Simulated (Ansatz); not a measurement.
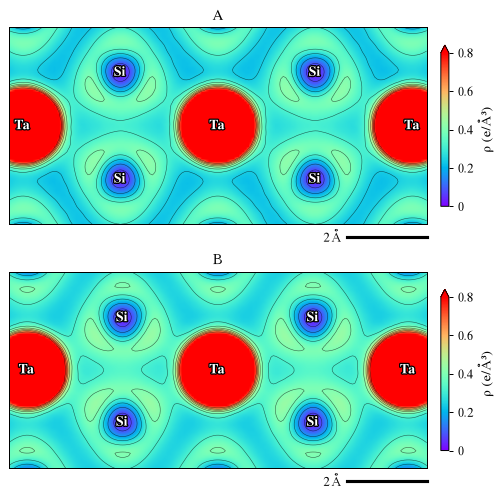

TaSi₂. The valence pseudo-density of two cells that differ in size and shape, on the (001) plane of each (indices in the axes of the calculation cell), at one length scale and on one colour scale: A has 15.3 Å³ an atom and B 14.4.

Space group P6₄22; computed without spin polarisation.

The calculation used DFT r2SCAN, scalar-relativistic, plane waves, PAW in Ansatz 0.2.0.

The larger cell:

```xyz
9
Lattice="4.8862 0.0000 0.0000 -2.4431 4.2316 0.0000 0.0000 0.0000 6.6491" Properties=species:S:1:pos:R:3 pbc="T T T"
Ta    2.4431    0.0000    0.0000
Ta    1.2216    2.1158    4.4328
Ta   -1.2216    2.1158    2.2164
Si    0.0000    1.3379    0.0000
Si    3.7276    0.6689    4.4328
Si    1.2844    3.5627    2.2164
Si    2.4431    2.8937    0.0000
Si   -1.2845    3.5627    4.4328
Si    1.1587    0.6689    2.2164
```

The smaller cell: a = 4.780 Å, b = 4.780 Å, c = 6.555 Å, α = 90.00°, β = 90.00°, γ = 120.00°.

What does the compression do to the bonding and the properties?

Answer. From the larger cell to the smaller, Ta–Si goes from 2.79 to 2.73 Å, and the density at its midpoint from 0.31 to 0.34 e/Å³; the pressure goes from −10 to 0.0 GPa.
